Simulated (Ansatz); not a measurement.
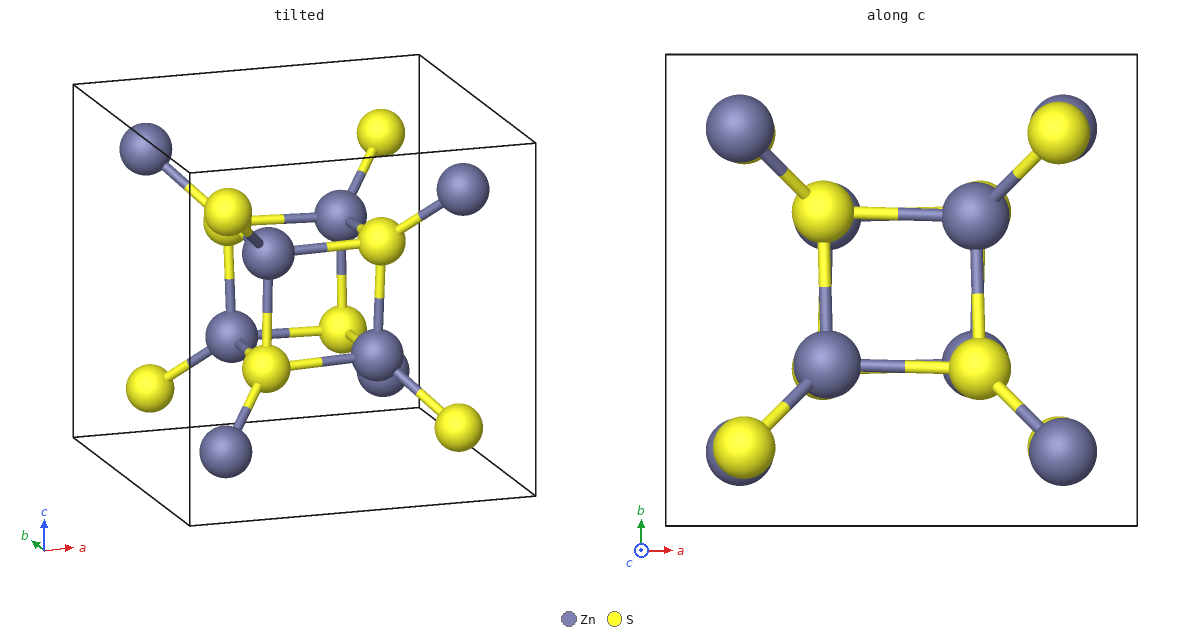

The figure gives a ball-and-stick picture of the atoms, viewed slightly off an axis and along the c axis. The wireframe shows the conventional unit cell. Cell: a = 7.43 Å, b = 7.43 Å, c = 7.43 Å, α = 90.00°, β = 90.00°, γ = 90.00°.

Starting structure: a structure type filled with these elements by a generator (whether the compound takes this form wasn't checked). Earlier steps of the study may have refined or changed the cell and positions. It went into a calculation with Ansatz.

What can be read from this drawing?

Answer. The structure is one of ZnS. Space group: I-43m (No. 217). Lattice: body-centred cubic. One cell contains 8 Zn, 8 S, 16 atoms in all. Zn bonds to four S at about 2.3 to 2.4 Å. S bonds to four Zn at about 2.3 to 2.4 Å. The bonds build a three-dimensional framework.

Method used: Ansatz 0.2.0, DFT PBE, scalar-relativistic, plane waves, PAW. It ran with a basis cut at 420 eV, k-points about 0.20 Å⁻¹ apart, Gaussian smearing of 0.02 eV, no spin polarisation.

Metal or not?

Answer. A semiconductor at this level, with a gap of 2.32 eV, indirect.

State the Bader charges by element.

Answer. Zn +0.91 e; S -0.91 e.

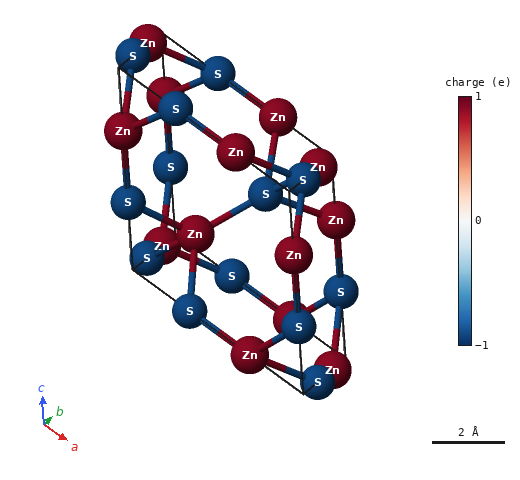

The atoms coloured by those charges. The run's cell of 8 atoms is drawn, so axes and origin can differ from the first picture.

Does this geometry sit at a stationary point of the energy?

Answer. Yes. The largest force is 0.01 eV/Å. The pressure is 0.0 GPa, close to zero.
